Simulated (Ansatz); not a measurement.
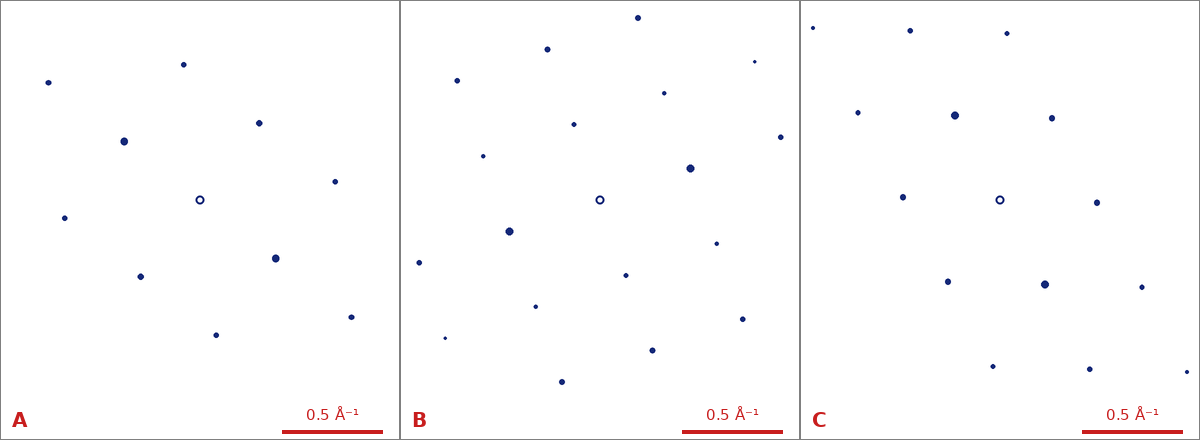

Simulated selected-area electron diffraction patterns (120 kV, kinematic approximation, thin crystal, B = 0.5 Å² for all atoms).

All three come from Cu, space group P6/mmm (No. 191), a = 4.176 Å, c = 2.509 Å (hexagonal axes). Structure: coordinates from a relaxation with DFT, RPBE, plane waves (420 eV) with PAW, scalar-relativistic in Ansatz 0.2.0; the starting structure was generated, so it need not be a known form of this composition.

Question: Assign the zone axes [210], [211], [212] to A, B and C.

Answer: A is [212]: rectangular net of -1 2 0 at d = 2.09 Å and -1 0 1 at d = 2.06 Å, at 90.0°. B is [210]: rectangular net of 0 0 1 at d = 2.51 Å and 1 -2 0 at d = 2.09 Å, at 90.0°. C is [211]: centred rectangular net of -1 2 0 at d = 2.09 Å and -1 1 1 at d = 2.06 Å, at 60.4°.
